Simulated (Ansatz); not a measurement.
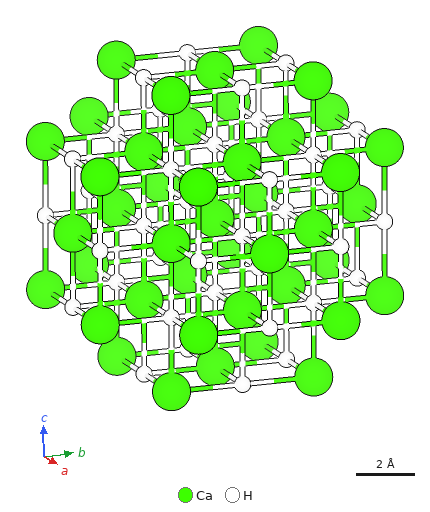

Starting structure of solid CaH (a generated structure, set up in R-3m). The picture is a ball-and-stick view of the conventional cell (4 times the calculation's cell), seen slightly off an axis. Lengths and directions refer to the drawn axes.

Method: DFT PBE, scalar-relativistic, plane waves, PAW (Ansatz 0.2.0).

Input file:
```yaml
crystal:
  lattice:
    - [1.86825, 1.07863464, 3.07810932]
    - [-1.86825, 1.07863464, 3.07810932]
    - [0.0, -2.15726928, 3.07810932]
  atoms:
    - { symbol: Ca, position: [0.5, 0.5, 0.5] }
    - { symbol: H, position: [0.0, 0.0, 0.0] }
basis:
  ecutwfc: 420
kpoints:
  mp_grid: { grid: [18, 18, 18] }
hamiltonian:
  xc: pbe
scf:
  occupations: { method: gaussian, width: 0.1 }
output:
  forces: true
  stress: true
  eigenvalues: true
  write_density: true
  write_potential: true
  elf: true
  volumetric_format: npy
relax:
  adjacent_minimum: "off"
  f_tol: 0.01
  max_steps: 80
  cell: { stress_tol: 0.05 }
```

Command:
```bash
ansatz run input.yaml --threads 1 --pin off --max-ram 2048MiB --backend cpu --events-out ev --progress --plain --runs-dir out
```

> Predict the outcome.

The atoms keep their places relative to the cell (all moves are under 0.005 Å). Cell: a = b = c 5.300 → 5.146 Å (−2.9 %), α 89.7° → 90.0°, β 90.3° → 90.0°, γ 90.3° → 90.0°. Volume −8.5 %. Near-neighbour distances that change, for instance: Ca1–H2 2.650 → 2.573 Å. The space group (tolerance 0.01 Å) goes from R-3m (No. 166) to Fm-3m (No. 225). The energy falls by 13.8 meV per atom in 3 accepted moves (4 points after the start). All forces vanish by symmetry, so only the cell relaxes. The pressure goes from −2.58 to −0.02 GPa. At 1 point the geometry stayed and the basis and grid were re-selected for the new cell (energy shift of 0.4 meV per atom at most each time).

History of the run:

```tsv
step	E − E(0), meV/atom	pressure, GPa	volume, Å³/atom	note
0	0.00	-2.58	18.609	
1	-13.70	0.66	16.713	
2	-14.21	-0.07	17.066	
3	-14.23	0.00	17.031	
4	-13.81	-0.02	17.031	same geometry, new basis
```

The structure at the end:

```
CELL_PARAMETERS angstrom
1.81924 1.05034 2.97091
-1.81924 1.05034 2.97091
0.00000 -2.10068 2.97091
ATOMIC_POSITIONS crystal
Ca 0.50000 0.50000 0.50000
H 0.00000 0.00000 0.00000
```

After the run, drawn alike:

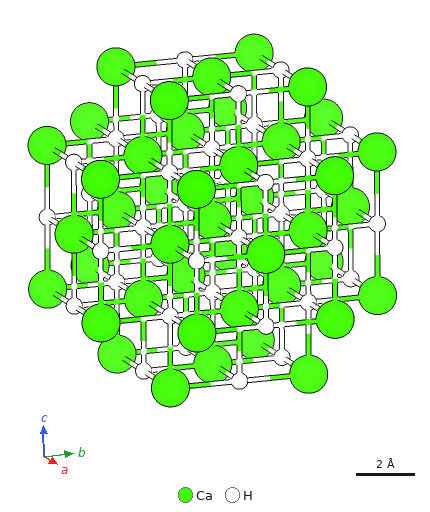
